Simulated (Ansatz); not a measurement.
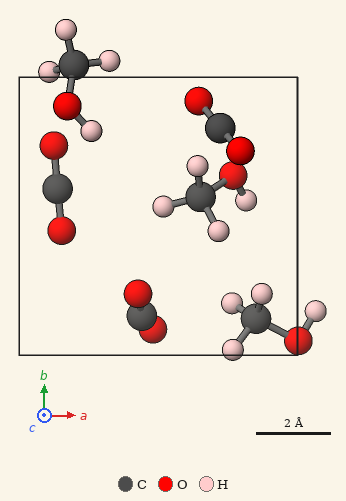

Starting frame of a dynamics run of a periodic cell with 3 CO2 + 3 CH3OH at 0.863 g/cm³. It starts from the last geometry of an earlier run, with fresh velocities. The picture is a ball-and-stick view of the simulation cell, seen along the c axis.

All numbers below come from Ansatz, DFT PBE-D3(BJ), scalar-relativistic, plane waves, PAW.

The input:
```yaml
crystal:
  lattice:
    - [7.599561, 0.0, 0.0]
    - [0.0, 7.599561, 0.0]
    - [0.0, 0.0, 7.599561]
  atoms:
    - { symbol: C, position: [0.71826833, 0.81299498, -0.05291647] }
    - { symbol: O, position: [0.64091648, 0.91022991, -0.16101969] }
    - { symbol: O, position: [0.79082476, 0.73101617, 0.05542285] }
    - { symbol: C, position: [0.13366961, 0.59503565, 0.50232531] }
    - { symbol: O, position: [0.14852092, 0.44454159, 0.48398604] }
    - { symbol: O, position: [0.12045774, 0.75012368, 0.52464273] }
    - { symbol: C, position: [0.4365634, 0.13888671, 0.40982313] }
    - { symbol: O, position: [0.42267812, 0.21729521, 0.54195877] }
    - { symbol: O, position: [0.47631364, 0.09006794, 0.27316935] }
    - { symbol: C, position: [0.19238255, 1.0398059, 0.82889211] }
    - { symbol: O, position: [0.1687924, 0.89210489, 0.92277914] }
    - { symbol: H, position: [0.16368993, 1.1661737, 0.89177946] }
    - { symbol: H, position: [0.255173, 0.80243212, 0.89606223] }
    - { symbol: H, position: [0.31961784, 1.05479044, 0.76380164] }
    - { symbol: H, position: [0.10336989, 1.01515365, 0.71856615] }
    - { symbol: C, position: [0.64764677, 0.5656131, 0.58932468] }
    - { symbol: O, position: [0.76438961, 0.64263642, 0.46475433] }
    - { symbol: H, position: [0.71219479, 0.44273617, 0.65385127] }
    - { symbol: H, position: [0.81133216, 0.55313713, 0.37836688] }
    - { symbol: H, position: [0.6366993, 0.67642332, 0.68633732] }
    - { symbol: H, position: [0.51388727, 0.531008, 0.54239144] }
    - { symbol: C, position: [0.84673907, 0.12801803, 0.39952039] }
    - { symbol: O, position: [0.99898447, 0.04850241, 0.33892036] }
    - { symbol: H, position: [0.76354436, 0.01605107, 0.46772539] }
    - { symbol: H, position: [1.06127606, 0.15502091, 0.28659101] }
    - { symbol: H, position: [0.86743337, 0.21710849, 0.51151291] }
    - { symbol: H, position: [0.76059875, 0.18343658, 0.30409327] }
basis:
  ecutwfc: 420.0
kpoints:
  mp_grid: { grid: [1, 1, 1] }
hamiltonian:
  xc: pbe
  dispersion: d3bj
scf:
  occupations: { method: fermi_dirac, width: 0.02 }
  lower_state_search: "off"
md:
  timestep: 0.5
  n_steps: 400
  ensemble: nvt_langevin
  temperature: 1000.0
  initial_velocities: maxwell_boltzmann
  seed: 127506
  friction: 0.02
```

Command:
```bash
ansatz run input.yaml --threads 1 --pin off --max-ram 3072MiB --backend cpu --events-out ev --progress --plain --runs-dir out
```

### What does the trajectory do?

The mean temperature in the second half is 928 K (standard deviation 114 K). The potential energy in the second half lies on average 7.9 meV per atom above the first frame. In the second half of the run the atoms are, in the root-mean-square, this far from where they began (common drift taken out): H 1.39 Å, O 1.05 Å, C 0.79 Å. The heavy atoms stay within a fraction of a molecule's size of their starting places; so short a run doesn't tell a liquid from a solid.

Along the run (each row but the first and the last is the mean over the interval that it begins):

```tsv
time (fs)	potential energy (meV/atom)	T (K)
0.0	0.0	963
33.0	4.6	1055
66.0	3.4	905
99.0	0.3	898
132.0	11.8	1011
165.0	10.3	882
198.0	9.8	827
```

The paths of the atoms:

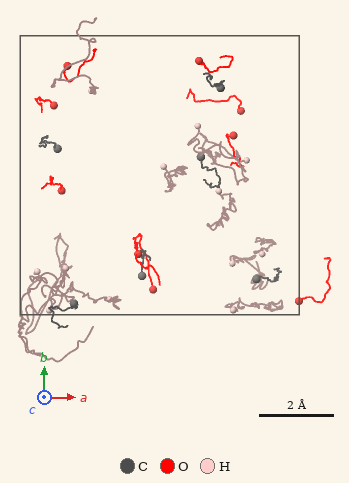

Limits of the set-up: the periodic images lie only 7.6 Å apart, so the values are limited by the cell's size.

The run took 18 min on 1 thread of Arm Neoverse V1, with other jobs on the host, peak memory 0.49 GiB.
